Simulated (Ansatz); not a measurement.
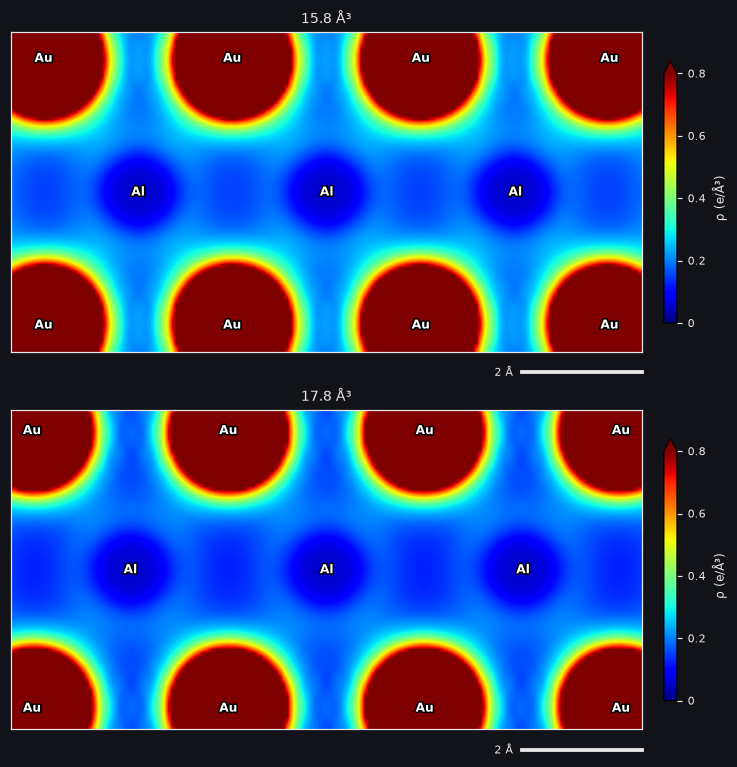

AlAu. The valence charge density (pseudo) of cells scaled evenly to different volumes (given per atom above each panel), on the (101) plane of each (indices in the axes of the cell below), at one length scale and on one colour scale.

A structure from a database of computed crystals, not necessarily the ambient phase.

Method: Ansatz, Kohn-Sham DFT of a periodic cell, HSE06, Ansatz PAW.

The largest cell:

```xyz
2
Lattice="3.2872 0.0000 0.0000 0.0000 3.2872 0.0000 0.0000 0.0000 3.2872" Properties=species:S:1:pos:R:3 pbc="T T T"
Au    1.6436    1.6436    1.6436
Al    0.0000    0.0000    0.0000
```

| volume (Å³/atom) | Al–Au contact in the plane (Å) | ρ at its midpoint (e/Å³) | pressure (GPa) | 
| --- | --- | --- | --- |
| 15.75 | 2.735 | 0.308 | 4.7 | 
| 17.42 | 2.829 | ? | ? | 
| 17.76 | 2.847 | 0.258 | −9.1 | 

### Estimate the missing row, and compare with the calculation.

Over the known rows ln ρ falls by 1.58 per Å of Al–Au distance (the line through the two), which gives 0.265 e/Å³ at 2.829 Å; the calculation gives 0.266 e/Å³. For the pressure, a straight line in volume between the neighbouring rows gives −6.8 GPa; the calculation gives −7.5, lower because pressure rises ever faster on compression.
